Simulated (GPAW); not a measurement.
## How ZrB2 absorbs and reflects light

Aim: the dielectric function of ZrB2, and the optical constants that follow from it.

Program: GPAW 26.7.0. Level of theory: DFT, PBE, plane-wave PAW (GPAW data sets), scalar-relativistic, RPA, optical limit. Results are calculated unless marked as measured.

### 1. Set-up

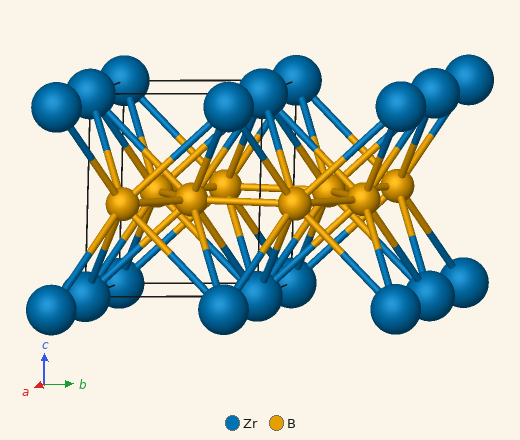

The cell as given, slightly off an axis (zirconium blue, boron orange). 2×2×1 cells are drawn. Some periodic images of atoms are drawn too.

Structure file:

```cif
data_structure
_symmetry_space_group_name_H-M 'P6/mmm'
_symmetry_Int_Tables_number 191
_cell_length_a 3.1700
_cell_length_b 3.1700
_cell_length_c 3.5330
_cell_angle_alpha 90.000
_cell_angle_beta 90.000
_cell_angle_gamma 120.000
_cell_volume 30.75
loop_
_atom_site_label
_atom_site_type_symbol
_atom_site_symmetry_multiplicity
_atom_site_Wyckoff_symbol
_atom_site_fract_x
_atom_site_fract_y
_atom_site_fract_z
_atom_site_occupancy
Zr1 Zr 1 a 0.00000 0.00000 0.00000 1
B1 B 2 d 0.66667 0.33333 0.50000 1
```

### 2. Ground state

The self-consistent density comes first; it also tells whether there is a gap, which decides the occupations and the need for a Drude term.

This step: DFT, PBE, plane-wave PAW (GPAW data sets), scalar-relativistic, ground state (GPAW 26.7.0).

File gs.py:

```python
from ase import Atoms
from ase.dft.bandgap import bandgap
from gpaw import GPAW, PW, FermiDirac

atoms = Atoms(['Zr', 'B', 'B'],
              cell=[[3.17000000, 0.00000000, 0.00000000],
                    [-1.58500000, 2.74530053, 0.00000000],
                    [0.00000000, 0.00000000, 3.53300000]],
              scaled_positions=[[0.00000000, 0.00000000, 0.00000000],
                                [0.66666667, 0.33333333, 0.50000000],
                                [0.33333333, 0.66666667, 0.50000000]],
              pbc=[True, True, True])
atoms.calc = GPAW(mode=PW(400), xc='PBE', kpts={'size': (8, 8, 6), 'gamma': True},
                  occupations=FermiDirac(0.05), maxiter=150, txt='gs.txt')
print('energy (eV)', atoms.get_potential_energy())
print('Fermi level (eV)', atoms.calc.get_fermi_level())
print('valence electrons', atoms.calc.get_number_of_electrons())
print('gap (eV)', bandgap(atoms.calc, output=None)[0])
print('direct gap (eV)', bandgap(atoms.calc, direct=True, output=None)[0])
atoms.calc.write('gs.gpw')
```

Run with:

```bash
> OMP_NUM_THREADS=1 python gs.py
```

Numbers of over 12 decimals in the logs are rounded to 6 here.

Log:

```text
__  _  _
 | _ |_)|_||  |
 |__||  | ||/\| - 26.7.0

Versions:
  Python: 3.12.14
  ASE:    3.29.0
  Numpy:  2.5.5
  Scipy:  1.18.1
  Libxc:  7.0.0

Input parameters:
  mode=PW(ecut=400.0),
  kpts=MonkhorstPack(size=(8, 8, 6), gamma=True),
  maxiter=150,
  occupations=Occupations(name='fermi-dirac', width=0.05, fixmagmom=False),
  xc=XC(name='PBE')

Diagonalizing LCAO Hamiltonian
Converting LCAO to pw mode

         B  B

       Zr

Atoms  # Å, Bohr magnetons
|   | symbol |         x |        y |        z |    initial magnetic moments |
| 0 |     Zr |  0.000000 | 0.000000 | 0.000000 | ( 0.0000,  0.0000,  0.0000) |
| 1 |      B |  1.585000 | 0.915100 | 1.766500 | ( 0.0000,  0.0000,  0.0000) |
| 2 |      B | -0.000000 | 1.830200 | 1.766500 | ( 0.0000,  0.0000,  0.0000) |

Unit cell  # Å
| periodic |         x |        y |        z |  lengths |     angles |
|      yes |  3.170000 | 0.000000 | 0.000000 | 3.170000 |  90.000000 |
|      yes | -1.585000 | 2.745301 | 0.000000 | 3.170000 |  90.000000 |
|      yes |  0.000000 | 0.000000 | 3.533000 | 3.533000 | 120.000000 |

Number of symmetries: 24
Symmetry operations  # r_c * U_cc + t_c -> r_c
|    | kind |            matrix            |
|  0 |  σ   |  1, 1, 0,  0,-1, 0,  0, 0, 1 |
|  1 |  C2  |  1, 1, 0,  0,-1, 0,  0, 0,-1 |
|  2 |  C6  |  1, 1, 0, -1, 0, 0,  0, 0, 1 |
|  3 |  S6  |  1, 1, 0, -1, 0, 0,  0, 0,-1 |
|  4 |  E   |  1, 0, 0,  0, 1, 0,  0, 0, 1 |
|  5 |  σ   |  1, 0, 0,  0, 1, 0,  0, 0,-1 |
|  6 |  σ   |  1, 0, 0, -1,-1, 0,  0, 0, 1 |
|  7 |  C2  |  1, 0, 0, -1,-1, 0,  0, 0,-1 |
|  8 |  σ   |  0, 1, 0,  1, 0, 0,  0, 0, 1 |
|  9 |  C2  |  0, 1, 0,  1, 0, 0,  0, 0,-1 |
| 10 |  C3  |  0, 1, 0, -1,-1, 0,  0, 0, 1 |
| 11 |  S3  |  0, 1, 0, -1,-1, 0,  0, 0,-1 |
| 12 |  C6  |  0,-1, 0,  1, 1, 0,  0, 0, 1 |
| 13 |  S6  |  0,-1, 0,  1, 1, 0,  0, 0,-1 |
| 14 |  σ   |  0,-1, 0, -1, 0, 0,  0, 0, 1 |
| 15 |  C2  |  0,-1, 0, -1, 0, 0,  0, 0,-1 |
| 16 |  σ   | -1, 0, 0,  1, 1, 0,  0, 0, 1 |
| 17 |  C2  | -1, 0, 0,  1, 1, 0,  0, 0,-1 |
| 18 |  C2  | -1, 0, 0,  0,-1, 0,  0, 0, 1 |
| 19 |  i   | -1, 0, 0,  0,-1, 0,  0, 0,-1 |
| 20 |  C3  | -1,-1, 0,  1, 0, 0,  0, 0, 1 |
| 21 |  S3  | -1,-1, 0,  1, 0, 0,  0, 0,-1 |
| 22 |  σ   | -1,-1, 0,  0, 1, 0,  0, 0, 1 |
| 23 |  C2  | -1,-1, 0,  0, 1, 0,  0, 0,-1 |

BZ-sampling:
  Number of BZ points: 384
  Number of IBZ points: 40

  Monkhorst-Pack size: [8, 8, 6]
  Monkhorst-Pack shift: [0.0625, 0.0625, 0.083333]

K-points  # in reciprocal-cell coordinates
|     |                                coordinates |     weight |
|   0 | (  0.00000000,   0.00000000,   0.00000000) | 0.00260417 |
|   1 | (  0.00000000,   0.00000000,   0.16666667) | 0.00520833 |
|   2 | (  0.00000000,   0.00000000,   0.33333333) | 0.00520833 |
|   3 | (  0.00000000,   0.00000000,   0.50000000) | 0.00260417 |
|   4 | (  0.12500000,   0.00000000,   0.00000000) | 0.01562500 |
|   5 | (  0.12500000,   0.00000000,   0.16666667) | 0.03125000 |
|   6 | (  0.12500000,   0.00000000,   0.33333333) | 0.03125000 |
|   7 | (  0.12500000,   0.00000000,   0.50000000) | 0.01562500 |
|   8 | (  0.25000000,  -0.12500000,   0.00000000) | 0.01562500 |
|   9 | (  0.25000000,  -0.12500000,   0.16666667) | 0.03125000 |
| ... |                                            |            |
|  39 | (  0.50000000,   0.50000000,   0.50000000) | 0.00781250 |

Plane wave coefficients: 576
Cutoff: 400.0 eV

Spin-components: 1 (collinear spins)
Bands:           15
Projectors:      16
Spin-degeneracy: 2
Datatype:        complex128

Parallelization:
  kpt:    1
  domain: 1
  band:   1

Density:
  Valence electrons: 18.0
  Components: 1
  Grid points: [15 15 18]
  Charge: 0.0  # |e|

Potential:
  Grid points: [15 15 18]

species:
  Zr:
    name:    Zirconium
    id:
    Z:       40.0
    valence: 12
    core:    28
    charge:  0.0  # [|e|]
    compensation charges:
      type: gauss
      rc: 0.40  # [Å]
      lmax: 2
    cutoffs:
      filter: 2.39  # [Å]
      core: 1.59  # [Å]
    projectors
    | kind |    occ | energy [eV] | rcut [Å] |
    |   4s |  2.000 |     -54.478 |    1.323 |
    |   5s |  2.000 |      -4.438 |    1.323 |
    |   4p |  6.000 |     -32.467 |    1.334 |
    |   5p |  0.000 |      -1.470 |    1.334 |
    |   4d |  2.000 |      -3.600 |    1.244 |
    |    d |        |      23.611 |    1.244 |

    Using partial waves for Zr as LCAO basis

  B:
    name:    Boron
    id:
    Z:       5.0
    valence: 3
    core:    2
    charge:  0.0  # [|e|]
    compensation charges:
      type: gauss
      rc: 0.20  # [Å]
      lmax: 2
    cutoffs:
      filter: 1.14  # [Å]
      core: 1.38  # [Å]
    projectors
    | kind |    occ | energy [eV] | rcut [Å] |
    |   2s |  2.000 |      -9.443 |    0.635 |
    |   2p |  1.000 |      -3.606 |    0.635 |
    |    s |        |      17.768 |    0.635 |
    |    p |        |      23.605 |    0.635 |
    |    d |        |       0.000 |    0.635 |

    Using partial waves for B as LCAO basis

Reference energy: -99232.550370  # eV

eigensolver:
  PPCG
  Converge bands: occupied
  niter=2

density mixing:
  MSR1-Mixer
  Pratt-step length: 0.05
  Maximum mixing coefficient: 0.75
  Old densities: 10
  SVD Regularization: 0.005
  Good broyden scale: 1.0
  Trust region scale: 1.0
  Backstep threshold: 4.0
  History deletion threshold: 6.0
  Fourier metric: weight=20.0, sigma=0.015

occupation numbers:
  Fermi-Dirac:
    width: 0.0500  # eV

poisson solver:
  ecut: 3200.0  # eV

xc functional:
  name: PBE with 2 nearest neighbor stencil

convergence criteria:
- Maximum [total energy] change in last 3 cyles: 0.0005 eV / valence electron
- Maximum integral of absolute [dens]ity change: 0.0001 electrons / valence electron
- Maximum integral of absolute [eigenst]ate change: 4e-08 eV^2 / valence electron
maximum number of iterations: 150

SCF iterations
|iter     |      energy | eigst |  dens |
|iter:   1||  -24.912464 | +0.02 |       |
|iter:   2||  -24.620824 | -1.68 | -1.00 |
|iter:   3||  -23.782579 | -0.70 | -1.05 |
|iter:   4||  -23.787383 | -2.55 | -1.79 |
|iter:   5||  -23.791154c| -3.66 | -2.09 |
|iter:   6||  -23.791212c| -4.70 | -2.93 |
|iter:   7||  -23.791214c| -6.58 | -3.83 |
|iter:   8||  -23.791215c| -7.68c| -4.35c|

Converged in 8 steps
SCF loop duration: 6.043 s (0.755 s/step)
Energy contributions relative to reference atoms: (reference = -99232.550370)

Energy contributions:
  Kinetic:          18.822510
  Coulomb:         -17.778870
  Zero:              0.228779
  External:          0.000000
  Xc:              -25.062487
  Entropy:          -0.002293
  Spinorbit:         0.000000
  ----------------------------
  Free energy:     -23.792361
  Extrapolated:    -23.791215

dipole moment: (-5.770386, -9.994602, -12.862318)  # |e|*Ang

Fermi level: 12.098
Eigenvalues  # (at kpt = [0.000, 0.000, 0.000])
| band index |      eig [eV] | occ [0-2] |
|          0 |       -36.669 |     2.000 |
|          1 |       -14.871 |     2.000 |
|          2 |       -14.313 |     2.000 |
|          3 |       -14.313 |     2.000 |
|          4 |        -0.774 |     2.000 |
|          5 |         9.333 |     2.000 |
|          6 |         9.333 |     2.000 |
|          7 |         9.384 |     2.000 |
|          8 |         9.608 |     2.000 |
|          9 |        15.355 |     0.000 |
|         10 |        15.355 |     0.000 |
|         11 |        16.130 |     0.000 |
|         12 |        16.130 |     0.000 |
|         13 |        17.113 |     0.000 |
|         14 |        17.113 |     0.000 |

No gap
No difference between direct/indirect transitions

--- standard output ---
energy (eV) -23.791215
Fermi level (eV) 12.098433
valence electrons 18.0
gap (eV) 0.0
direct gap (eV) 0.0
```

Elapsed: 8.1 s, on 1 thread of Arm Neoverse V1, shared host; peak memory 0.13 GiB.

This step gave:

| Property | Result |
| --- | --- |
| energy | -23.79 eV |
| Fermi energy | 12.10 eV |
| electrons | 18 |

There are states at the Fermi level within the smearing, so the occupations stay smeared and the carriers get a Drude term.

### 3. Bands for the response

The response needs many more empty bands than the density does.

This step: DFT, PBE, plane-wave PAW (GPAW data sets), scalar-relativistic, bands at fixed density (GPAW 26.7.0).

File nscf.py:

```python
from ase.dft.bandgap import bandgap
from gpaw import GPAW, FermiDirac

calc = GPAW('gs.gpw').fixed_density(kpts={'size': (18, 18, 12), 'gamma': True}, nbands=34, convergence={'bands': 28},
                                    occupations=FermiDirac(0.05), txt='nscf.txt')
print('gap (eV)', bandgap(calc, output=None)[0])
print('direct gap (eV)', bandgap(calc, direct=True, output=None)[0])
calc.write('full.gpw', mode='all')
```

Run with:

```bash
> OMP_NUM_THREADS=1 python nscf.py
```

Log:

```text
Diagonalizing LCAO Hamiltonian
Converting LCAO to pw mode
convergence criteria:
- Maximum integral of absolute [eigenst]ate change: 4e-08 eV^2 / valence electron
maximum number of iterations: 150

SCF iterations
|iter     |      energy | eigst |  dens |
|iter:   1||             | +2.63 |       |
|iter:   2||             | +0.79 |       |
|iter:   3||             | -0.77 |       |
|iter:   4||             | -2.27 |       |
|iter:   5||             | -3.75 |       |
|iter:   6||             | -5.12 |       |
|iter:   7||             | -6.51 |       |
|iter:   8||             | -7.38 |       |
|iter:   9||             | -8.02c|       |
SCF steps: 9
  __  _  _
 | _ |_)|_||  |
 |__||  | ||/\| - 26.7.0

Versions:
  Python: 3.12.14
  ASE:    3.29.0
  Numpy:  2.5.5
  Scipy:  1.18.1
  Libxc:  7.0.0

Input parameters:
  mode=PW(ecut=400.0),
  convergence={'bands': 28},
  gpts=array([15, 15, 18]),
  kpts=MonkhorstPack(size=(18, 18, 12), gamma=True),
  maxiter=150,
  nbands=34,
  occupations=Occupations(name='fermi-dirac', width=0.05, fixmagmom=False),
  parallel={},
  xc=XC(name='PBE')

--- standard output ---
gap (eV) 0.0
direct gap (eV) 0.0
```

The job ended after 87 s (1 thread; peak memory 0.25 GiB).

### 4. Dielectric function, RPA

Local fields let the induced charge screen the field inside the cell, which as a rule lowers ε, most along directions where the density is uneven.

This step: DFT, PBE, plane-wave PAW (GPAW data sets), scalar-relativistic, RPA, optical limit (GPAW 26.7.0).

File df.py:

```python
from gpaw.response.df import DielectricFunction

df = DielectricFunction('full.gpw', frequencies={'type': 'nonlinear', 'domega0': 0.03, 'omega2': 8},
                        ecut=80,
                        eta=0.1,
                        nbands=28,
                        rate=0.1,
                        txt='df.txt')
for direction in ['x', 'z']:
    df.get_dielectric_function(xc='RPA', direction=direction, filename=f'df_{direction}.csv')
```

Run with:

```bash
> OMP_NUM_THREADS=1 python df.py
```

Log:

```text
Using integrator: PointIntegrator
NonLinearFrequencyDescriptor(from 0.000 to 80.325 eV, 520 points)
Nonperiodic BCs:  [False False False]
Using integrator: PointIntegrator
NonLinearFrequencyDescriptor(from 0.000 to 80.325 eV, 520 points)
Nonperiodic BCs:  [False False False]
Using integrator: PointIntegrator

Calculating chi0 body with:
    Ground state adapter containing:
    Number of spins: 1
    Number of kpoints: 3888
    Number of irreducible kpoints: 259
    Number of completely occupied states: 8
    Number of partially occupied states: 12

    Linear response parametrization:
    q_c: [0.0, 0.0, 0.0]
    Number of frequency points: 520
    Planewave cutoff: 80.0
    Number of bands: 28
    Number of planewaves: 59
    Broadening (eta): 0.1

Integrating chi0 body.

Symmetries of q_c:
    Direct symmetries (Uq -> q): 24
    Indirect symmetries (TUq -> q): 0
In total 24 allowed symmetries.

259 groups of equivalent kpoints. 93.338477% reduction.

Integral kind: spectral function

Calculating chi0 optical extensions with:
    Ground state adapter containing:
    Number of spins: 1
    Number of kpoints: 3888
    Number of irreducible kpoints: 259
    Number of completely occupied states: 8
    Number of partially occupied states: 12

    Linear response parametrization:
    Number of frequency points: 520
    Planewave cutoff: 80.0
    Number of bands: 28
    Number of planewaves: 59
    Broadening (eta): 0.1
Integrating chi0 head and wings.

Symmetries of q_c:
    Direct symmetries (Uq -> q): 24
    Indirect symmetries (TUq -> q): 0
In total 24 allowed symmetries.

259 groups of equivalent kpoints. 93.338477% reduction.

Integral kind: spectral function wings

Calculating drude chi0 with:
    Number of frequency points:520
    Plasma frequency decay rate: 0.1 eV

    Ground state adapter containing:
    Number of spins: 1
    Number of kpoints: 3888
    Number of irreducible kpoints: 259
    Number of completely occupied states: 8
    Number of partially occupied states: 12

Symmetries of q_c:
    Direct symmetries (Uq -> q): 24
    Indirect symmetries (TUq -> q): 0
In total 24 allowed symmetries.

259 groups of equivalent kpoints. 93.338477% reduction.

Integral kind: intraband
Plasma frequency:
[[5.68-0.j 0.  +0.j 0.  +0.j]
 [0.  +0.j 5.68-0.j 0.  +0.j]
 [0.  +0.j 0.  +0.j 3.45-0.j]]
```

It took 22 s on 1 thread; peak memory 0.31 GiB.

Some rows of df_x.csv (energy; Re and Im without local fields; Re and Im with them):

```text
0.000000, 3271.747384, -0.000000, 3271.292104, -0.000000
0.555532, -56.951789, 41.730597, -57.431642, 41.711759
1.143969, 0.999053, 36.035595, 0.520717, 35.917395
1.768324, -0.455214, 21.751926, -0.919275, 21.617034
2.431988, -3.753824, 18.729742, -4.111275, 18.537994
3.138794, 2.063335, 14.645724, 1.668597, 14.397277
3.893091, 0.774667, 9.788904, 0.386005, 9.549775
4.699832, 0.857915, 8.267029, 0.496461, 7.990709
5.564682, 0.523314, 7.916153, 0.175162, 7.543966
6.494155, 0.528296, 7.808156, 0.322806, 7.344452
7.495775, -0.435825, 7.899708, -0.437339, 7.368113
8.578281, -0.713516, 7.632016, -0.496343, 7.126815
9.751884, -1.825894, 7.108427, -1.371029, 6.782567
11.028587, -3.224266, 3.713926, -3.056361, 3.698935
12.422601, -2.627839, 2.495919, -2.500391, 2.500240
13.950874, -2.016445, 1.604311, -1.941922, 1.681586
15.633783, -1.276211, 1.029433, -1.226953, 1.148072
17.496047, -0.643531, 0.600260, -0.742143, 0.689334
19.567954, -0.248581, 0.347231, -0.404105, 0.369872
```

The Im ε has structure finer than the step of the table below, so its rows give means over 1 eV, whole bins alone (the curve runs from 0.305 to 19.9 eV). Peaks (eV: height): E ∥ x 1.1: 37.3, 2.2: 25.0; E ∥ z 0.8: 35.1, 1.0: 35.6, 3.6: 15.5.

Sum at mesh points, not converged in k. Im ε against photon energy; means over each step:

```tsv
photon energy (eV)	E ∥ x	E ∥ z
1	32.8	27.2
2	21.7	20.8
3	12.3	12.8
4	10.4	12.0
5	8.34	8.70
6	7.61	7.22
7	7.35	7.94
8	7.02	7.72
9	6.96	6.72
10	6.45	5.42
11	3.98	3.36
12	3.03	2.31
13	2.24	1.75
14	1.73	1.37
15	1.16	1.09
16	0.970	0.795
17	0.761	0.592
18	0.636	0.559
19	0.507	0.466
```

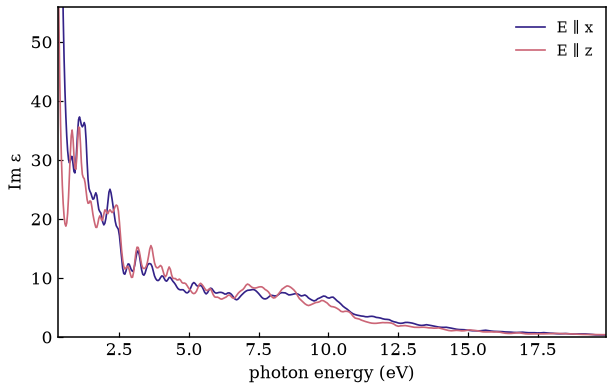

Im ε, plotted against photon energy. Below 1 eV the curve runs off the scale.

[end of part 1 of 2]

[Machine, clock and banner lines and Python warnings are left out of the logs.]

[Logs are printed without paths, hosts, clocks, repeated set-up lines and the standing remarks that a program may print on its own settings, such as how far it seeks lower states.]

[Hosts, paths, dates, database ids (printed as entryN), source tags and the programs' standing remarks are cut or masked in the printed files.]
